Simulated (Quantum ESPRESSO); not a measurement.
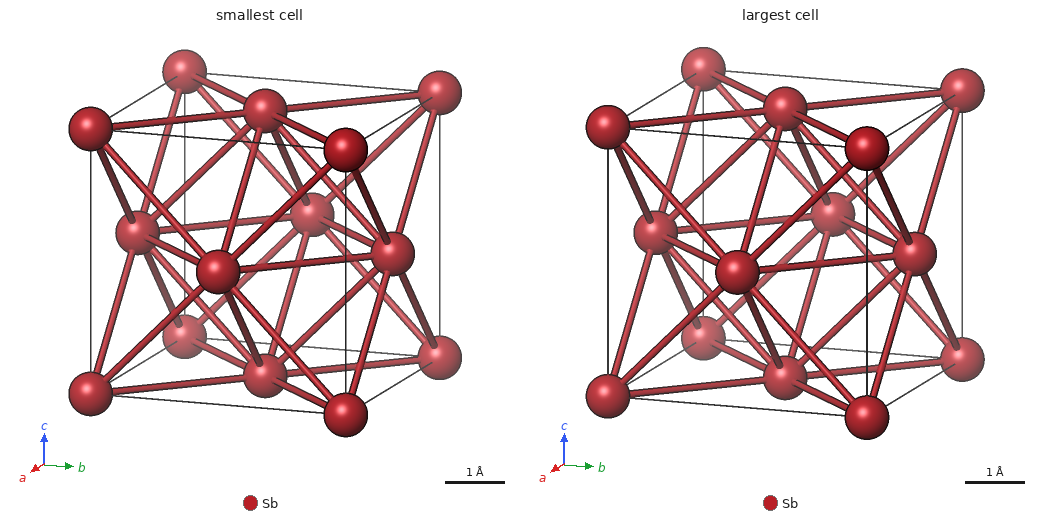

Sb, face-centred cubic (Cu type), space group Fm-3m (No. 225), relaxed (cell and atoms, zero pressure) with five choices of dispersion term on top of PBEsol; the smallest and the largest of the relaxed conventional cells are drawn to one scale (sticks follow a distance rule). The start was a structure listed in the Materials Project. This isn't the form of Sb at room conditions, which is rhombohedral.

Alike in all runs: Quantum ESPRESSO 7.5; functional PBEsol; potentials GBRV 1.5 PBEsol; cutoff 612 eV; k mesh 10 × 10 × 10 on the run's cell of 1 atom; occupations fermi-dirac, width 0.05 eV; no spin polarisation; no spin-orbit coupling. All runs are metallic.

| level | volume (Å³/atom) | a (Å) |
| --- | --- | --- |
| D3(BJ) | 24.93 | 4.637 |
| rVV10 | 25.21 | 4.655 |
| none | 26.09 | 4.708 |
| D4 | ? | ? |
| D3 | 25.60 | 4.679 |

What does D4 give?

Volume 25.25 Å³/atom; a 4.657 Å. That is between rVV10 and D3 in volume.

Order the levels by the relaxed volume, smallest first.

D3(BJ) (24.93 Å³/atom), rVV10 (25.21 Å³/atom), D4 (25.25 Å³/atom), D3 (25.60 Å³/atom), none (26.09 Å³/atom). Rows within a few tenths of a per cent can't be told apart.

Caveat: pairwise dispersion terms can overbind metals strongly.
